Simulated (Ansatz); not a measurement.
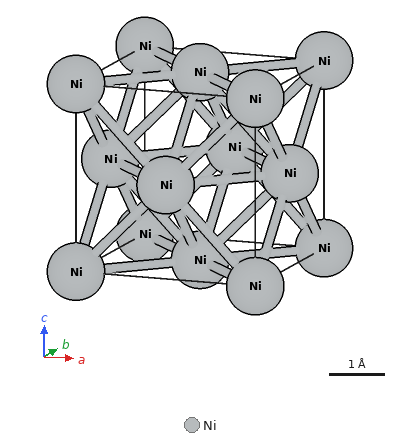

Fig. 1: The structure as given in the input (ball-and-stick view of the cell 4 times as large as that of the calculation, set on its symmetry axes, seen slightly off an axis). An atom can appear more than once, as a periodic image. Near neighbours in the periodic cell (some may lie outside the picture): Ni has 12 Ni at 2.50 Å.

Ni: single-point calculation (part 1 of 2)

The run: single-point calculation of Ni (1 atom in the cell). Method and program: DFT, r2SCAN, PAW, plane waves, scalar-relativistic, spin-polarised (Ansatz 0.2.0).

The structure derives from an entry of the Crystallography Open Database. The run did not end well. It belongs to a series of runs on one base structure; here: linear mixing, beta 0.5, no preconditioner.

**Output**
```
Engine: ansatz 0.2.0, aarch64-unknown-linux-gnu
Pseudopotentials: kind: paw
Pseudopotential: Ni, paw, valence charge 18, recommended cutoff 500 eV (meta_gga), Ni.paw.azcp
Functional definition: r2SCAN
  parameter k0 = 0.174
  parameter k1 = 0.065
  parameter a1 = 4.9479
  exchange = r2scan_x(k0 = k0, k1 = k1, a1 = a1)
  correlation = r2scan_c
Crystal: 1 atoms, lattice volume = 11.041 Å³
Basis set: ecut = 500 eV, 283 PW (Γ), exchange–correlation on 80×80×80 points (64 copies of the dense FFT grid, shifted against one another)
Bands: 14, of which v1, the nominal top of the filled ones, is band 9 counted from 1 (8 counted from 0)
Symmetry: 48 space group operations
Space group: Fm-3m (ITA 225), of the structure as read, at distance tolerance 2.2e-5 Å
Magnetic group: BNS 225.116 (UNI 1618), of the structure as read, at distance tolerance 2.2e-5 Å
k-points: 104 of 2744
Non-local potential: Ni, projectors of the file, l = 0: 3, l = 1: 2, l = 2: 3, l = 3: 1
PAW form: soft (Blöchl's): semilocal exchange-correlation on the pseudo side does not see the compensation charge
PAW frozen core: Ni, regenerated for the run's functional (the file was generated under x = pbe(κ = 0.804, μ = 0.2195149727645171), c = pbe(β = 0.06672455060314922))
PAW one-centre angular grid: Ni, 590 points (default); XC on 160 Gauss nodes
Initial density: superposition of atomic densities (chi_scale 0.1, normalization cell)
Starting moments: Σ|m| = 2 μB on 1 of 1 site
Initial wavefunctions: pseudopotential atomic-orbital guess
Functional: x = r2scan, c = r2scan; τ floored in thin density (d = 2e-4 eV/Å³)
iter 1 solved again at ethr=1.66e-4 eV; its pass at ethr=3.10e-3 eV (dr2=3.00e-2 eV) is discarded
SCF iter   1: F=-5845.174036 eV  HF=-5844.866604 eV  |F-HF|=3.07e-1  |Δ(HF+E_count)|=         —  Δρ=1.10e-1 (↑8.89e-2 ↓1.10e-1)  dr2=2.94e-2  dr2_τ=1.67e-2  dr2_m=9.91e-1  M=1.043 μB ∫|m|=1.183 μB  β_m=1.04  ethr=1.66e-4  ⟨swp⟩=1.0  Hψ=21493  notcnv=0
Mixer restart at iter 1: flushing history
spin-set hold released at iteration 1 (the charge has settled, or the pull on large starting moments outlasts its swing): the magnetisation degrees of freedom join the quasi-Newton model from the next iteration; the mixer history was flushed
SCF iter   2: F=-5845.229257 eV  HF=-5844.903046 eV  |F-HF|=3.26e-1  |Δ(HF+E_count)|=   3.64e-2  Δρ=1.63e-2 (↑7.95e-3 ↓1.63e-2)  dr2=5.01e-3  dr2_τ=5.07e-4  dr2_m=9.98e-3  M=0.902 μB ∫|m|=1.136 μB  β_m=2.00  ethr=1.63e-4  ⟨swp⟩=2.8  Hψ=7059  notcnv=0
SCF iter   3: F=-5845.254817 eV  HF=-5845.068807 eV  |F-HF|=1.86e-1  |Δ(HF+E_count)|=   1.66e-1  Δρ=1.27e-2 (↑7.23e-3 ↓1.27e-2)  dr2=1.49e-2  dr2_τ=1.31e-4  dr2_m=1.74e-3  M=0.800 μB ∫|m|=1.079 μB  β_m=2.00  ethr=2.78e-5  ⟨swp⟩=2.0  Hψ=6645  notcnv=0
SCF iter   4: F=-5845.264739 eV  HF=-5845.189253 eV  |F-HF|=7.55e-2  |Δ(HF+E_count)|=   1.20e-1  Δρ=5.76e-3 (↑5.76e-3 ↓5.35e-3)  dr2=3.06e-3  dr2_τ=7.79e-5  dr2_m=4.50e-4  M=0.797 μB ∫|m|=1.031 μB  β_m=2.00  ethr=2.78e-5  ⟨swp⟩=2.0  Hψ=6887  notcnv=0  defer=10
SCF iter   5: F=-5845.265347 eV  HF=-5845.244326 eV  |F-HF|=2.10e-2  |Δ(HF+E_count)|=   5.51e-2  Δρ=1.18e-2 (↑5.33e-3 ↓1.18e-2)  dr2=1.56e-2  dr2_τ=3.31e-5  dr2_m=1.47e-3  M=0.776 μB ∫|m|=0.994 μB  β_m=2.00  ethr=1.70e-5  ⟨swp⟩=2.0  Hψ=7246  notcnv=0  defer=43
SCF iter   6: F=-5845.260893 eV  HF=-5845.258524 eV  |F-HF|=2.37e-3  |Δ(HF+E_count)|=   1.42e-2  Δρ=1.15e-2 (↑5.72e-3 ↓1.15e-2)  dr2=1.63e-2  dr2_τ=6.94e-5  dr2_m=1.09e-3  M=0.783 μB ∫|m|=0.987 μB  β_m=2.00  ethr=1.70e-5  ⟨swp⟩=2.1  Hψ=7196  notcnv=0  defer=101
SCF iter   7: F=-5845.250884 eV  HF=-5845.281827 eV  |F-HF|=3.09e-2  |Δ(HF+E_count)|=   2.33e-2  Δρ=1.95e-2 (↑5.70e-3 ↓1.95e-2)  dr2=3.55e-2  dr2_τ=8.61e-5  dr2_m=5.89e-3  M=0.759 μB ∫|m|=0.957 μB  β_m=2.00  ethr=1.70e-5  ⟨swp⟩=2.2  Hψ=7091  notcnv=0  defer=111
SCF iter   8: F=-5845.231666 eV  HF=-5845.272665 eV  |F-HF|=4.10e-2  |Δ(HF+E_count)|=   9.16e-3  Δρ=2.50e-2 (↑6.91e-3 ↓2.50e-2)  dr2=5.57e-2  dr2_τ=1.77e-4  dr2_m=1.02e-2  M=0.780 μB ∫|m|=0.971 μB  β_m=2.00  ethr=1.70e-5  ⟨swp⟩=2.8  Hψ=7737  notcnv=0  defer=111
SCF iter   9: F=-5845.199648 eV  HF=-5845.290645 eV  |F-HF|=9.10e-2  |Δ(HF+E_count)|=   1.80e-2  Δρ=3.48e-2 (↑8.11e-3 ↓3.48e-2)  dr2=9.97e-2  dr2_τ=2.93e-4  dr2_m=2.24e-2  M=0.751 μB ∫|m|=0.938 μB  β_m=2.00  ethr=1.70e-5  ⟨swp⟩=3.1  Hψ=8747  notcnv=0  defer=105
SCF iter  10: F=-5845.142674 eV  HF=-5845.280472 eV  |F-HF|=1.38e-1  |Δ(HF+E_count)|=   1.02e-2  Δρ=4.58e-2 (↑1.04e-2 ↓4.58e-2)  dr2=1.69e-1  dr2_τ=5.38e-4  dr2_m=4.00e-2  M=0.787 μB ∫|m|=0.970 μB  β_m=2.00  ethr=1.70e-5  ⟨swp⟩=3.2  Hψ=9303  notcnv=0  defer=111
SCF iter  11: F=-5845.046915 eV  HF=-5845.296590 eV  |F-HF|=2.50e-1  |Δ(HF+E_count)|=   1.61e-2  Δρ=6.11e-2 (↑1.31e-2 ↓6.11e-2)  dr2=2.92e-1  dr2_τ=9.29e-4  dr2_m=7.41e-2  M=0.740 μB ∫|m|=0.921 μB  β_m=2.00  ethr=1.70e-5  ⟨swp⟩=3.5  Hψ=10131  notcnv=0  defer=120
SCF iter  12: F=-5844.879326 eV  HF=-5845.292946 eV  |F-HF|=4.14e-1  |Δ(HF+E_count)|=   3.64e-3  Δρ=8.10e-2 (↑1.70e-2 ↓8.10e-2)  dr2=5.03e-1  dr2_τ=1.66e-3  dr2_m=1.33e-1  M=0.806 μB ∫|m|=0.982 μB  β_m=1.10  ethr=1.70e-5  ⟨swp⟩=3.6  Hψ=10462  notcnv=0  defer=121
SCF iter  13: F=-5844.586566 eV  HF=-5845.463682 eV  |F-HF|=8.77e-1  |Δ(HF+E_count)|=   1.71e-1  Δρ=7.68e-2 (↑4.50e-2 ↓7.68e-2)  dr2=8.76e-1  dr2_τ=1.71e-3  dr2_m=2.89e-2  M=0.715 μB ∫|m|=0.892 μB  β_m=2.00  ethr=1.70e-5  ⟨swp⟩=4.1  Hψ=11073  notcnv=0  defer=119
SCF iter  14: F=-5844.088691 eV  HF=-5845.558509 eV  |F-HF|=1.47e0  |Δ(HF+E_count)|=   9.48e-2  Δρ=1.12e-1 (↑4.89e-2 ↓1.12e-1)  dr2=1.51e0  dr2_τ=3.47e-3  dr2_m=1.17e-1  M=0.838 μB ∫|m|=1.004 μB  β_m=1.26  ethr=1.70e-5  ⟨swp⟩=4.2  Hψ=11416  notcnv=0  defer=122
SCF iter  15: F=-5843.208500 eV  HF=-5845.824508 eV  |F-HF|=2.62e0  |Δ(HF+E_count)|=   2.66e-1  Δρ=1.38e-1 (↑7.31e-2 ↓1.38e-1)  dr2=2.62e0  dr2_τ=5.19e-3  dr2_m=1.20e-1  M=0.669 μB ∫|m|=0.834 μB  β_m=1.94  ethr=1.70e-5  ⟨swp⟩=4.1  Hψ=12426  notcnv=0  defer=114
SCF iter  16: F=-5841.821835 eV  HF=-5846.085859 eV  |F-HF|=4.26e0  |Δ(HF+E_count)|=   2.61e-1  Δρ=1.93e-1 (↑8.22e-2 ↓1.93e-1)  dr2=4.42e0  dr2_τ=1.05e-2  dr2_m=3.59e-1  M=0.861 μB ∫|m|=1.016 μB  β_m=0.55  ethr=1.70e-5  ⟨swp⟩=4.9  Hψ=13866  notcnv=0  defer=127
SCF iter  17: F=-5839.175067 eV  HF=-5846.892562 eV  |F-HF|=7.72e0  |Δ(HF+E_count)|=   8.07e-1  Δρ=2.04e-1 (↑1.56e-1 ↓2.04e-1)  dr2=7.72e0  dr2_τ=1.31e-2  dr2_m=6.52e-2  M=0.504 μB ∫|m|=0.690 μB  β_m=1.96  ethr=1.70e-5  ⟨swp⟩=4.7  Hψ=13770  notcnv=0  defer=108
SCF iter  18: F=-5835.338630 eV  HF=-5847.990726 eV  |F-HF|=1.27e1  |Δ(HF+E_count)|=    1.10e0  Δρ=3.03e-1 (↑1.64e-1 ↓3.03e-1)  dr2=1.28e1  dr2_τ=2.93e-2  dr2_m=5.57e-1  M=0.873 μB ∫|m|=1.008 μB  β_m=0.50  ethr=1.70e-5  ⟨swp⟩=5.0  Hψ=14905  notcnv=0  defer=135
SCF iter  19: F=-5828.801599 eV  HF=-5849.874520 eV  |F-HF|=2.11e1  |Δ(HF+E_count)|=    1.88e0  Δρ=3.32e-1 (↑2.60e-1 ↓3.32e-1)  dr2=2.08e1  dr2_τ=3.60e-2  dr2_m=1.41e-1  M=0.379 μB ∫|m|=0.529 μB  β_m=1.33  ethr=1.70e-5  ⟨swp⟩=4.4  Hψ=14055  notcnv=0  defer=105
SCF iter  20: F=-5820.569054 eV  HF=-5852.724453 eV  |F-HF|=3.22e1  |Δ(HF+E_count)|=    2.85e0  Δρ=4.40e-1 (↑2.96e-1 ↓4.40e-1)  dr2=3.21e1  dr2_τ=7.70e-2  dr2_m=5.95e-1  M=0.863 μB ∫|m|=0.947 μB  β_m=0.50  ethr=1.70e-5  ⟨swp⟩=5.3  Hψ=15187  notcnv=0  defer=151
SCF iter  21: F=-5807.351732 eV  HF=-5856.321213 eV  |F-HF|=4.90e1  |Δ(HF+E_count)|=    3.60e0  Δρ=5.18e-1 (↑3.82e-1 ↓5.18e-1)  dr2=4.76e1  dr2_τ=8.56e-2  dr2_m=5.21e-1  M=0.125 μB ∫|m|=0.260 μB  β_m=0.63  ethr=1.70e-5  ⟨swp⟩=4.8  Hψ=14513  notcnv=0  defer=103
SCF iter  22: F=-5793.665845 eV  HF=-5861.995902 eV  |F-HF|=6.83e1  |Δ(HF+E_count)|=    5.67e0  Δρ=5.81e-1 (↑4.88e-1 ↓5.81e-1)  dr2=6.77e1  dr2_τ=1.76e-1  dr2_m=2.60e-1  M=0.703 μB ∫|m|=0.750 μB  β_m=0.50  ethr=1.70e-5  ⟨swp⟩=5.6  Hψ=16074  notcnv=0  defer=178
SCF iter  23: F=-5780.994725 eV  HF=-5866.998553 eV  |F-HF|=8.60e1  |Δ(HF+E_count)|=    5.00e0  Δρ=6.69e-1 (↑5.14e-1 ↓6.69e-1)  dr2=8.16e1  dr2_τ=1.76e-1  dr2_m=6.69e-1  M=0.000 μB ∫|m|=0.067 μB  β_m=0.50  ethr=1.70e-5  ⟨swp⟩=5.3  Hψ=15781  notcnv=0  defer=101
SCF iter  24: F=-5768.112272 eV  HF=-5871.023446 eV  |F-HF|=1.03e2  |Δ(HF+E_count)|=    4.02e0  Δρ=6.58e-1 (↑6.50e-1 ↓6.58e-1)  dr2=1.01e2  dr2_τ=2.98e-1  dr2_m=3.48e-3  M=0.321 μB ∫|m|=0.362 μB  β_m=1.72  ethr=1.70e-5  ⟨swp⟩=6.4  Hψ=17235  notcnv=1  defer=207
SCF iter  25: F=-5766.503732 eV  HF=-5875.916335 eV  |F-HF|=1.09e2  |Δ(HF+E_count)|=    4.89e0  Δρ=7.16e-1 (↑6.13e-1 ↓7.16e-1)  dr2=1.02e2  dr2_τ=2.66e-1  dr2_m=3.02e-1  M=0.000 μB ∫|m|=0.019 μB  β_m=0.50  ethr=1.70e-5  ⟨swp⟩=5.4  Hψ=16169  notcnv=0  defer=98
SCF iter  26: F=-5759.801724 eV  HF=-5874.027482 eV  |F-HF|=1.14e2  |Δ(HF+E_count)|=    1.89e0  Δρ=6.88e-1 (↑6.88e-1 ↓6.83e-1)  dr2=1.10e2  dr2_τ=3.67e-1  dr2_m=9.00e-4  M=0.161 μB ∫|m|=0.190 μB  β_m=2.00  ethr=1.70e-5  ⟨swp⟩=6.5  Hψ=17632  notcnv=0  defer=209
SCF iter  27: F=-5762.654172 eV  HF=-5878.620178 eV  |F-HF|=1.16e2  |Δ(HF+E_count)|=    4.59e0  Δρ=7.06e-1 (↑6.64e-1 ↓7.06e-1)  dr2=1.09e2  dr2_τ=2.94e-1  dr2_m=5.09e-2  M=0.000 μB ∫|m|=0.011 μB  β_m=0.50  ethr=1.70e-5  ⟨swp⟩=5.3  Hψ=16200  notcnv=0  defer=98
SCF iter  28: F=-5758.115466 eV  HF=-5874.660072 eV  |F-HF|=1.17e2  |Δ(HF+E_count)|=    3.96e0  Δρ=6.92e-1 (↑6.88e-1 ↓6.92e-1)  dr2=1.11e2  dr2_τ=3.86e-1  dr2_m=4.34e-4  M=0.087 μB ∫|m|=0.104 μB  β_m=1.77  ethr=1.70e-5  ⟨swp⟩=6.5  Hψ=17614  notcnv=1  defer=210
SCF iter  29: F=-5761.944895 eV  HF=-5879.162394 eV  |F-HF|=1.17e2  |Δ(HF+E_count)|=    4.50e0  Δρ=7.04e-1 (↑6.75e-1 ↓7.04e-1)  dr2=1.11e2  dr2_τ=3.00e-1  dr2_m=2.41e-2  M=0.000 μB ∫|m|=0.004 μB  β_m=0.50  ethr=1.70e-5  ⟨swp⟩=5.3  Hψ=16180  notcnv=0  defer=97
SCF iter  30: F=-5757.854369 eV  HF=-5874.762068 eV  |F-HF|=1.17e2  |Δ(HF+E_count)|=    4.40e0  Δρ=6.91e-1 (↑6.91e-1 ↓6.90e-1)  dr2=1.11e2  dr2_τ=3.90e-1  dr2_m=9.00e-6  M=0.049 μB ∫|m|=0.057 μB  β_m=2.00  ethr=1.70e-5  ⟨swp⟩=6.4  Hψ=17493  notcnv=2  defer=208
SCF iter  31: F=-5761.845667 eV  HF=-5879.249110 eV  |F-HF|=1.17e2  |Δ(HF+E_count)|=    4.49e0  Δρ=6.97e-1 (↑6.83e-1 ↓6.97e-1)  dr2=1.11e2  dr2_τ=3.00e-1  dr2_m=5.48e-3  M=0.000 μB ∫|m|=0.003 μB  β_m=0.50  ethr=1.70e-5  ⟨swp⟩=5.3  Hψ=16165  notcnv=0  defer=95
SCF iter  32: F=-5757.825511 eV  HF=-5874.774160 eV  |F-HF|=1.17e2  |Δ(HF+E_count)|=    4.47e0  Δρ=6.91e-1 (↑6.90e-1 ↓6.91e-1)  dr2=1.11e2  dr2_τ=3.91e-1  dr2_m=1.26e-5  M=0.027 μB ∫|m|=0.031 μB  β_m=2.00  ethr=1.70e-5  ⟨swp⟩=6.4  Hψ=17420  notcnv=1  defer=208
SCF iter  33: F=-5761.836124 eV  HF=-5879.259808 eV  |F-HF|=1.17e2  |Δ(HF+E_count)|=    4.49e0  Δρ=6.95e-1 (↑6.86e-1 ↓6.95e-1)  dr2=1.11e2  dr2_τ=3.00e-1  dr2_m=2.06e-3  M=0.000 μB ∫|m|=0.001 μB  β_m=0.50  ethr=1.70e-5  ⟨swp⟩=5.3  Hψ=16153  notcnv=0  defer=95
SCF iter  34: F=-5757.824138 eV  HF=-5874.774954 eV  |F-HF|=1.17e2  |Δ(HF+E_count)|=    4.48e0  Δρ=6.91e-1 (↑6.91e-1 ↓6.90e-1)  dr2=1.11e2  dr2_τ=3.91e-1  dr2_m=2.37e-7  M=0.015 μB ∫|m|=0.017 μB  β_m=2.00  ethr=1.70e-5  ⟨swp⟩=6.4  Hψ=17421  notcnv=1  defer=208
SCF iter  35: F=-5761.835421 eV  HF=-5879.260779 eV  |F-HF|=1.17e2  |Δ(HF+E_count)|=    4.49e0  Δρ=6.93e-1 (↑6.88e-1 ↓6.93e-1)  dr2=1.11e2  dr2_τ=3.00e-1  dr2_m=5.00e-4  M=0.000 μB ∫|m|=0.001 μB  β_m=0.50  ethr=1.70e-5  ⟨swp⟩=5.3  Hψ=16112  notcnv=0  defer=94
SCF iter  36: F=-5757.822693 eV  HF=-5874.775171 eV  |F-HF|=1.17e2  |Δ(HF+E_count)|=    4.49e0  Δρ=6.91e-1 (↑6.90e-1 ↓6.91e-1)  dr2=1.11e2  dr2_τ=3.91e-1  dr2_m=7.07e-7  M=0.008 μB ∫|m|=0.009 μB  β_m=2.00  ethr=1.70e-5  ⟨swp⟩=6.4  Hψ=17496  notcnv=1  defer=209
SCF iter  37: F=-5761.833788 eV  HF=-5879.261578 eV  |F-HF|=1.17e2  |Δ(HF+E_count)|=    4.49e0  Δρ=6.92e-1 (↑6.89e-1 ↓6.92e-1)  dr2=1.11e2  dr2_τ=3.00e-1  dr2_m=1.74e-4  M=0.000 μB ∫|m|=0.000 μB  β_m=0.50  ethr=1.70e-5  ⟨swp⟩=5.3  Hψ=16104  notcnv=0  defer=94
SCF iter  38: F=-5757.821356 eV  HF=-5874.775645 eV  |F-HF|=1.17e2  |Δ(HF+E_count)|=    4.49e0  Δρ=6.91e-1 (↑6.91e-1 ↓6.91e-1)  dr2=1.11e2  dr2_τ=3.91e-1  dr2_m=6.31e-9  M=0.004 μB ∫|m|=0.005 μB  β_m=2.00  ethr=1.70e-5  ⟨swp⟩=6.4  Hψ=17563  notcnv=2  defer=210
SCF iter  39: F=-5761.832600 eV  HF=-5879.262055 eV  |F-HF|=1.17e2  |Δ(HF+E_count)|=    4.49e0  Δρ=6.91e-1 (↑6.90e-1 ↓6.91e-1)  dr2=1.11e2  dr2_τ=3.00e-1  dr2_m=4.46e-5  M=0.000 μB ∫|m|=0.000 μB  β_m=0.50  ethr=1.70e-5  ⟨swp⟩=5.3  Hψ=16115  notcnv=0  defer=94
SCF iter  40: F=-5757.820823 eV  HF=-5874.776003 eV  |F-HF|=1.17e2  |Δ(HF+E_count)|=    4.49e0  Δρ=6.91e-1 (↑6.91e-1 ↓6.91e-1)  dr2=1.11e2  dr2_τ=3.91e-1  dr2_m=4.53e-8  M=0.002 μB ∫|m|=0.003 μB  β_m=2.00  ethr=1.70e-5  ⟨swp⟩=6.4  Hψ=17574  notcnv=1  defer=208
SCF iter  41: F=-5761.831942 eV  HF=-5879.262148 eV  |F-HF|=1.17e2  |Δ(HF+E_count)|=    4.49e0  Δρ=6.91e-1 (↑6.90e-1 ↓6.91e-1)  dr2=1.11e2  dr2_τ=3.00e-1  dr2_m=1.49e-5  M=0.000 μB ∫|m|=0.000 μB  β_m=0.50  ethr=1.70e-5  ⟨swp⟩=5.3  Hψ=16088  notcnv=0  defer=94
SCF iter  42: F=-5757.819628 eV  HF=-5874.776272 eV  |F-HF|=1.17e2  |Δ(HF+E_count)|=    4.49e0  Δρ=6.91e-1 (↑6.91e-1 ↓6.91e-1)  dr2=1.11e2  dr2_τ=3.91e-1  dr2_m=9.08e-10  M=0.001 μB ∫|m|=0.002 μB  β_m=2.00  ethr=1.70e-5  ⟨swp⟩=6.4  Hψ=17627  notcnv=1  defer=208
SCF iter  43: F=-5761.830820 eV  HF=-5879.262616 eV  |F-HF|=1.17e2  |Δ(HF+E_count)|=    4.49e0  Δρ=6.91e-1 (↑6.90e-1 ↓6.91e-1)  dr2=1.11e2  dr2_τ=3.00e-1  dr2_m=4.05e-6  M=0.000 μB ∫|m|=0.000 μB  β_m=0.50  ethr=1.70e-5  ⟨swp⟩=5.3  Hψ=16055  notcnv=0  defer=94
SCF iter  44: F=-5757.818907 eV  HF=-5874.776575 eV  |F-HF|=1.17e2  |Δ(HF+E_count)|=    4.49e0  Δρ=6.91e-1 (↑6.91e-1 ↓6.91e-1)  dr2=1.11e2  dr2_τ=3.91e-1  dr2_m=3.57e-9  M=0.001 μB ∫|m|=0.001 μB  β_m=2.00  ethr=1.70e-5  ⟨swp⟩=6.4  Hψ=17714  notcnv=0  defer=208
SCF iter  45: F=-5761.829973 eV  HF=-5879.262826 eV  |F-HF|=1.17e2  |Δ(HF+E_count)|=    4.49e0  Δρ=6.91e-1 (↑6.90e-1 ↓6.91e-1)  dr2=1.11e2  dr2_τ=3.00e-1  dr2_m=1.33e-6  M=0.000 μB ∫|m|=0.000 μB  β_m=0.50  ethr=1.70e-5  ⟨swp⟩=5.3  Hψ=16039  notcnv=0  defer=94
SCF iter  46: F=-5757.817683 eV  HF=-5874.776875 eV  |F-HF|=1.17e2  |Δ(HF+E_count)|=    4.49e0  Δρ=6.91e-1 (↑6.91e-1 ↓6.91e-1)  dr2=1.11e2  dr2_τ=3.91e-1  dr2_m=4.31e-10  M=0.000 μB ∫|m|=0.000 μB  β_m=2.00  ethr=1.70e-5  ⟨swp⟩=6.4  Hψ=17769  notcnv=0  defer=208
```
